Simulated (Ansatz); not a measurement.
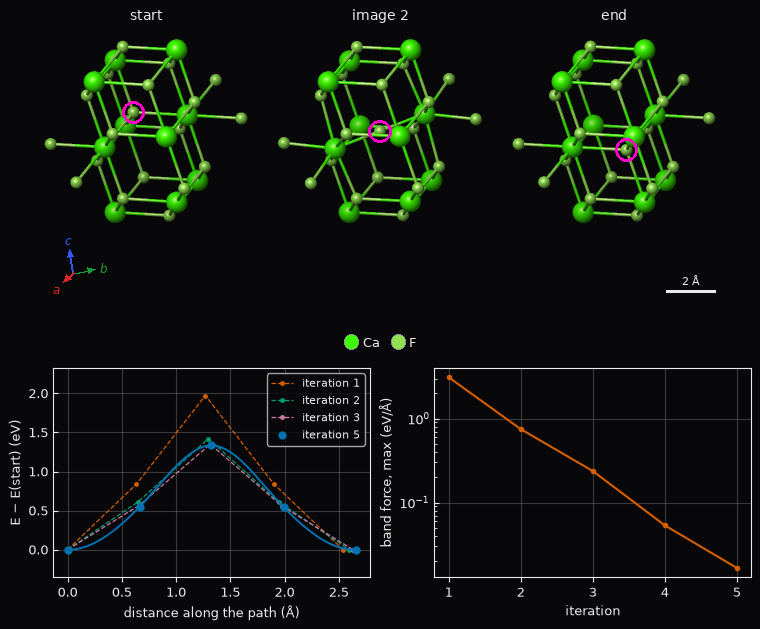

A nudged-elastic-band calculation for CaF2 with an F vacancy (23 atoms in the cell). Images are numbered from 0 (start) to 4 (end). The plot follows the band through its iterations. Style: ball-and-stick. Shown: the atoms within 4.3 Å of the middle of the path, slightly off an axis. The moving atom is ringed, with any periodic copies. Bonds to atoms that aren't drawn are left out.

The calculation used DFT PBEsol, scalar-relativistic, plane waves, PAW (Ansatz 0.2.0). Run with plane-wave cutoff 250 eV; k-point mesh 2 × 2 × 2; Gaussian smearing 0.02 eV; spin collinear; 3 movable images; climbing image; force threshold 0.05 eV/Å; iteration limit 50.

Judge this run.

Answer. The run is converged, with reservations. The band converged in 5 iterations. The largest component of the band force went from 3.1 to 0.017 eV/Å. The climbing image converged on the top of the path. Its curvatures weren't checked. The plane-wave cutoff is below what these potentials need, so energies and forces are off. The first iteration put the highest image at 1.97 eV. The two ends have the same energy, and the highest point, image 2, lies 1.33 eV above the start.

Limits of the set-up: the k-point mesh is coarse for a cell with partly filled bands; the cutoff lies below the recommended one; the periodic images lie only 7.5 Å apart, so the values are limited by the cell's size.

PAW datasets: the set soft_1.
